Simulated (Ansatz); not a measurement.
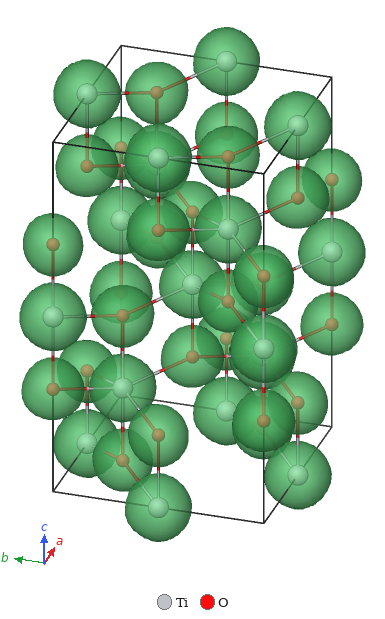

Figure 1: TiO$_{2}$. Isosurface of the valence charge density (pseudo) at 1 e/Å³ (green), seen at an oblique angle. Sticks mark near contacts.

Space group Fddd; a structure from a database of computed crystals, not necessarily the ambient phase; started from the database structure prototype, which need not be the ambient phase; changed on purpose from its base cell (uniaxial y strain +0.9%); computed pressure about 3 GPa in this cell; computed without spin polarisation.

Theory: DFT, PBE, plane waves, PAW in Ansatz.

In a PAW calculation such maps are meaningful between the atoms, not at the nuclei.

Input file:

```
crystal:
  lattice:
    - [2.6712058821, -2.6953222408, -0.0199768312]
    - [2.6712058821, 2.6953222408, -0.0199768312]
    - [-2.6352899207, 0.0, 4.8119333394]
  atoms:
    - { symbol: Ti, position: [0.1250075053, 0.8749924947, 0.25] }
    - { symbol: Ti, position: [0.8749924947, 0.1250075053, 0.75] }
    - { symbol: O, position: [0.3322533902, 0.0822599383, 0.6645088197] }
    - { symbol: O, position: [0.6677466098, 0.9177400617, 0.3354911803] }
    - { symbol: O, position: [0.9177400617, 0.6677466098, 0.8354911803] }
    - { symbol: O, position: [0.0822599383, 0.3322533902, 0.1645088197] }
kpoints:
  mp_grid: { grid: [8, 8, 8] }
  band_path:
    path:
      - [0.0, 0.0, 0.0]
      - [0.5, 0.4999999749, -0.4999852153]
      - [0.5, 0.4999999749, -0.2499852153]
      - [0.5, -2.51e-08, 7.3986e-06]
      - [0.0, 0.0, 0.4999999999]
      - [0.422316477, -2.12e-08, 0.2888480106]
      - [0.577683523, -2.9e-08, -0.2888332133]
      - [0.577683523, 0.422316448, -0.4999852133]
      - [0.422316477, 0.4223164558, 0.0776960106]
      - [0.0, 0.0, 0.3]
      - [0.432292, -0.432292, 0.0]
    npoints: 1
hamiltonian:
  xc: pbe
scf:
  occupations: { method: fermi_dirac, width: 0.02 }
  n_extra_bands: 5
output:
  forces: true
  stress: true
  eigenvalues: true
  write_density: true
  write_potential: true
  elf: true
  volumetric_format: npy
```

Command:

```sh
ansatz run input.yaml --threads 4 --pin off --max-ram 4608MiB --backend cpu --events-out ev --progress --plain --runs-dir out
```

Below, planes, directions and counts refer to the conventional cell (a = 5.34 Å, b = 5.39 Å, c = 9.58 Å, α = 90.00°, β = 90.00°, γ = 90.00°).

Question: How is the density connected at this value?

Answer: At this value the density breaks into separate islands; it holds about 70 % of the electrons treated as valence (semicore included). It bridges none of the near contacts. It is pinched off along the shortest Ti–O (1.94 Å) and Ti–O (1.99 Å) contacts. On the grid the lowest density along these lines, outside the cores, is 0.72 e/Å³ (Ti–O, 1.94 Å) and 0.67 e/Å³ (Ti–O, 1.99 Å).

Question: Metal or insulator at this level of theory?

Answer: It is gapped, with a Kohn–Sham gap of 2.1 eV on the k-point mesh (the band edges may lie off the mesh, which would make the gap smaller).
